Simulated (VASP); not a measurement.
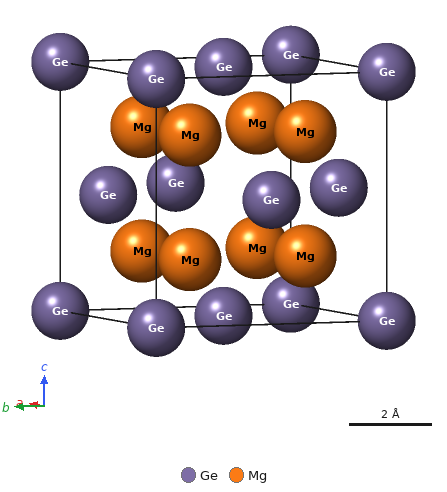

The input geometry (spheres-only view of the cell 4 times as large as that of the calculation, set on its symmetry axes, seen at an oblique angle). An atom can appear more than once, as a periodic image.

# Single-point calculation, with input and output: Mg₂Ge

The run: single-point calculation of Mg₂Ge (3 atoms in the cell). Method and program: DFT, PBE, plane waves, PAW (VASP 6.6.1).

The structure was built on a prototype by a generator. The geometry comes from this level: r2SCAN (a point of a series of strains). It belongs to a series of runs on one base structure; here: hydrostatic strain -4.0%.

OSZICAR:
```
N       E                     dE             d eps       ncg     rms          rms(c)
DAV:   1     0.883293271012E+02    0.88329E+02   -0.89176E+03   992   0.200E+03
DAV:   2     0.242588040796E+01   -0.85903E+02   -0.82646E+02  1080   0.417E+02
DAV:   3    -0.829999194094E+01   -0.10726E+02   -0.10692E+02  1096   0.870E+01
DAV:   4    -0.858953985237E+01   -0.28955E+00   -0.28952E+00  1152   0.148E+01
DAV:   5    -0.859531915328E+01   -0.57793E-02   -0.57793E-02  1136   0.231E+00    0.351E+00
DAV:   6    -0.820494990680E+01    0.39037E+00   -0.39945E-01  1128   0.352E+00    0.189E+00
DAV:   7    -0.811367423398E+01    0.91276E-01   -0.24985E-01  1128   0.314E+00    0.526E-01
DAV:   8    -0.811432221614E+01   -0.64798E-03   -0.18186E-02  1200   0.192E+00    0.138E-01
DAV:   9    -0.811427070218E+01    0.51514E-04   -0.12079E-03  1192   0.554E-01    0.352E-02
DAV:  10    -0.811426713222E+01    0.35700E-05   -0.11535E-04  1032   0.937E-02    0.978E-03
DAV:  11    -0.811427098099E+01   -0.38488E-05   -0.18876E-05  1088   0.531E-02    0.710E-03
DAV:  12    -0.811427056915E+01    0.41184E-06   -0.47668E-06  1232   0.204E-02    0.918E-04
DAV:  13    -0.811427059495E+01   -0.25799E-07   -0.31465E-07  1016   0.349E-03
   1 F= -.81142706E+01 E0= -.81141042E+01  d E =-.332778E-03
       N       E                     dE             ncg
DAV:   1    -0.266135346229E+02   -0.42889E+04      232
DAV:   2    -0.624657404655E+03   -0.59804E+03      240
DAV:   3    -0.696714429750E+03   -0.72057E+02      296
DAV:   4    -0.698565617307E+03   -0.18512E+01      288
DAV:   5    -0.698600085217E+03   -0.34468E-01      304
DAV:   6    -0.698601317385E+03   -0.12322E-02      288
DAV:   7    -0.698601379818E+03   -0.62433E-04      312
DAV:   8    -0.698601381857E+03   -0.20387E-05      280
DAV:   9    -0.698601381971E+03   -0.11416E-06      296
DAV:  10    -0.698601381976E+03   -0.48444E-08      224
```

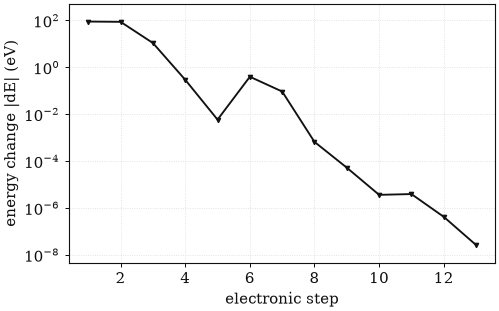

Convergence of the self-consistent field: energy change |dE| against the electronic step. It takes 13 electronic steps. The density is held fixed in the first few steps, and dE rises again when its update begins.

Parts of OUTCAR:
```
k-points           NKPTS =     29   k-points in BZ     NKDIM =     29   number of bands    NBANDS=     16

   NELECT =      18.0000    total number of electrons

   dimension x,y,z NGX =    32 NGY =   32 NGZ =   32
   dimension x,y,z NGXF=    64 NGYF=   64 NGZF=   64

  energy-cutoff  :      520.00
  volume of cell :       57.07
      direct lattice vectors                 reciprocal lattice vectors
     0.000000000  3.055777188  3.055777188    -0.163624495  0.163624495  0.163624495
     3.055777188  0.000000000  3.055777188     0.163624495 -0.163624495  0.163624495
     3.055777188  3.055777188  0.000000000     0.163624495  0.163624495 -0.163624495

 k-points in reciprocal lattice and weights: KPOINTS created by Atomic Simulation Env
   0.00000000  0.00000000  0.00000000       0.002
   0.12500000  0.00000000  0.00000000       0.016
   0.25000000  0.00000000  0.00000000       0.016
   0.37500000  0.00000000  0.00000000       0.016
   0.50000000  0.00000000  0.00000000       0.008
   0.12500000  0.12500000  0.00000000       0.012
   0.25000000  0.12500000  0.00000000       0.047
   0.37500000  0.12500000  0.00000000       0.047
   0.50000000  0.12500000  0.00000000       0.047
  -0.37500000  0.12500000  0.00000000       0.047
  -0.25000000  0.12500000  0.00000000       0.047
  -0.12500000  0.12500000  0.00000000       0.023
   0.25000000  0.25000000  0.00000000       0.012
   0.37500000  0.25000000  0.00000000       0.047
   0.50000000  0.25000000  0.00000000       0.047
  -0.37500000  0.25000000  0.00000000       0.047
  -0.25000000  0.25000000  0.00000000       0.023
   0.37500000  0.37500000  0.00000000       0.012
   0.50000000  0.37500000  0.00000000       0.047
  -0.37500000  0.37500000  0.00000000       0.023
   0.50000000  0.50000000  0.00000000       0.006
   0.37500000  0.25000000  0.12500000       0.047
   0.50000000  0.25000000  0.12500000       0.094
  -0.37500000  0.25000000  0.12500000       0.047
   0.50000000  0.37500000  0.12500000       0.047
  -0.37500000  0.37500000  0.12500000       0.094
  -0.25000000  0.37500000  0.12500000       0.047
  -0.37500000  0.50000000  0.12500000       0.023
  -0.25000000  0.50000000  0.25000000       0.012

 E-fermi :   4.3676

 k-point     1 :       0.0000    0.0000    0.0000
  band No.  band energies     occupation
      1     -19.2950      2.00000
      2     -19.2950      2.00000
      3     -19.2950      2.00000
      4     -19.2700      2.00000
      5     -19.2700      2.00000
      6      -5.9810      2.00000
      7       4.3596      1.19959
      8       4.3596      1.19937
      9       4.3596      1.19937
     10       6.1691      0.00000
     11       7.4837      0.00000
     12       7.4837      0.00000
     13       7.4837      0.00000
     14      10.7224      0.00000
     15      10.7224      0.00000
     16      11.8207      0.00000

 k-point     2 :       0.1250    0.0000    0.0000
  band No.  band energies     occupation
      1     -19.2949      2.00000
      2     -19.2947      2.00000
      3     -19.2947      2.00000
      4     -19.2699      2.00000
      5     -19.2699      2.00000
      6      -5.8319      2.00000
      7       3.0157      2.00000
      8       4.1939      1.99966
      9       4.1939      1.99966
     10       6.6203      0.00000
     11       7.7827      0.00000
     12       7.7827      0.00000
     13       8.1754      0.00000
     14       9.9172      0.00000
     15       9.9172      0.00000
     16      11.5142      0.00000

 k-point     3 :       0.2500    0.0000    0.0000
  band No.  band energies     occupation
      1     -19.2948      2.00000
      2     -19.2940      2.00000
      3     -19.2940      2.00000
      4     -19.2698      2.00000
      5     -19.2698      2.00000
      6      -5.4106      2.00000
      7       1.1908      2.00000
      8       3.8899      2.00000
      9       3.8899      2.00000
     10       6.3382      0.00000
     11       7.8836      0.00000
     12       7.8836      0.00000
     13       9.7478      0.00000
     14       9.9550      0.00000
     15       9.9550      0.00000
     16      11.0271      0.00000

 k-point     4 :       0.3750    0.0000    0.0000
  band No.  band energies     occupation
      1     -19.2947      2.00000
      2     -19.2934      2.00000
      3     -19.2934      2.00000
      4     -19.2697      2.00000
      5     -19.2697      2.00000
      6      -4.8388      2.00000
      7      -0.2848      2.00000
      8       3.6626      2.00000
      9       3.6626      2.00000
     10       6.0593      0.00000
     11       7.4626      0.00000
     12       7.4626      0.00000
     13       9.7060      0.00000
     14      11.3866      0.00000
     15      11.3866      0.00000
     16      12.5245      0.00000

 k-point     5 :       0.5000    0.0000    0.0000
  band No.  band energies     occupation
      1     -19.2947      2.00000
      2     -19.2932      2.00000
      3     -19.2932      2.00000
      4     -19.2696      2.00000
      5     -19.2696      2.00000
      6      -4.5099      2.00000
      7      -0.9219      2.00000
      8       3.5828      2.00000
      9       3.5829      2.00000
     10       5.9606      0.00000
     11       7.2750      0.00000
     12       7.2750      0.00000
     13       9.5181      0.00000
     14      13.1138      0.00000
     15      13.1138      0.00000
     16      13.7792      0.00000

 [... the levels of 23 k-points are left out ...]

 k-point    29 :      -0.2500    0.5000    0.2500
  band No.  band energies     occupation
      1     -19.2941      2.00000
      2     -19.2941      2.00000
      3     -19.2912      2.00000
      4     -19.2705      2.00000
      5     -19.2688      2.00000
      6      -3.9128      2.00000
      7       0.4196      2.00000
      8       0.4196      2.00000
      9       1.3490      2.00000
     10       7.2260      0.00000
     11       8.5173      0.00000
     12       8.6371      0.00000
     13       8.6371      0.00000
     14      13.6674      0.00000
     15      13.6674      0.00000
     16      14.8091      0.00000

  Total        3.5065841      3.5065841      3.5065841     -0.0000000      0.0000000     -0.0000000
  in kB       98.4463888     98.4463888     98.4463888     -0.0000000      0.0000000     -0.0000000
  external PRESSURE =      98.4463888 kB  Pullay stress =       0.0000000 kB

 POSITION                                       TOTAL-FORCE (eV/Angst)
 -----------------------------------------------------------------------------------
      0.00000      0.00000      0.00000        -0.000000     -0.000000     -0.000000
      1.52789      1.52789      1.52789        -0.000000     -0.000000      0.000000
      4.58367      4.58367      4.58367         0.000000      0.000000     -0.000000
 -----------------------------------------------------------------------------------
    total drift:                                0.000000     -0.000000      0.000000

  FREE ENERGIE OF THE ION-ELECTRON SYSTEM (eV)
  ---------------------------------------------------
  free  energy   TOTEN  =        -8.1142705950 eV

  energy  without entropy=       -8.1139378172  energy(sigma->0) =       -8.11410421
```

This output came from the following input.

INCAR:
```
ENCUT = 520.000000
SIGMA = 0.020000
EDIFF = 1.00e-07
GGA = PE
PREC = Accurate
IBRION = -1
ISIF = 2
ISMEAR = -1
NBANDS = 16
NELM = 120
NSW = 0
LASPH = .TRUE.
LCHARG = .TRUE.
LELF = .TRUE.
LWAVE = .FALSE.
LREAL = .FALSE.
```

KPOINTS:
```
KPOINTS created by Atomic Simulation Environment
0
Gamma
8 8 8
0 0 0
```

KPOINTS_OPT:
```
special points
7
Reciprocal
0.0000000000 0.0000000000 0.0000000000 1
0.5000000000 0.0000000000 0.5000000000 1
0.6250000000 0.2500000000 0.6250000000 1
0.3750000000 0.3750000000 0.7500000000 1
0.5000000000 0.5000000000 0.5000000000 1
0.5000000000 0.2500000000 0.7500000000 1
0.0000000000 0.5000000000 0.5000000000 1
```

POSCAR:
```
Ge Mg
 1.0000000000000000
     0.0000000000000000    3.0557771880000000    3.0557771880000000
     3.0557771880000000    0.0000000000000000    3.0557771880000000
     3.0557771880000000    3.0557771880000000    0.0000000000000000
 Ge  Mg
   1   2
Cartesian
  0.0000000000000000  0.0000000000000000  0.0000000000000000
  1.5278885940000000  1.5278885940000000  1.5278885940000000
  4.5836657819999997  4.5836657819999997  4.5836657819999997
```

Launch command:
```bash
mpirun -np 1 vasp_std
```

Summary:

```json
{"quantity": "outcome", "value": "converged"}
{"quantity": "space group (tolerance 0.01 Å)", "value": "Fm-3m (225)"}
{"quantity": "electrons treated", "value": "18"}
{"quantity": "free energy", "value": "−8.1143 eV"}
{"quantity": "Fermi energy", "value": "4.368 eV"}
{"quantity": "band gap", "value": "0.02 eV"}
{"quantity": "pressure", "value": "9.84 GPa"}
{"quantity": "largest force (length of the vector)", "value": "under 0.001 eV/Å"}
{"quantity": "hardware", "value": "1 CPU thread, shared host"}
{"quantity": "wall time", "value": "17 s"}
{"quantity": "peak memory", "value": "0.19 GiB"}
```

Notes:

The cell is under a pressure of 9.8 GPa at this level, so it is not at its equilibrium volume.
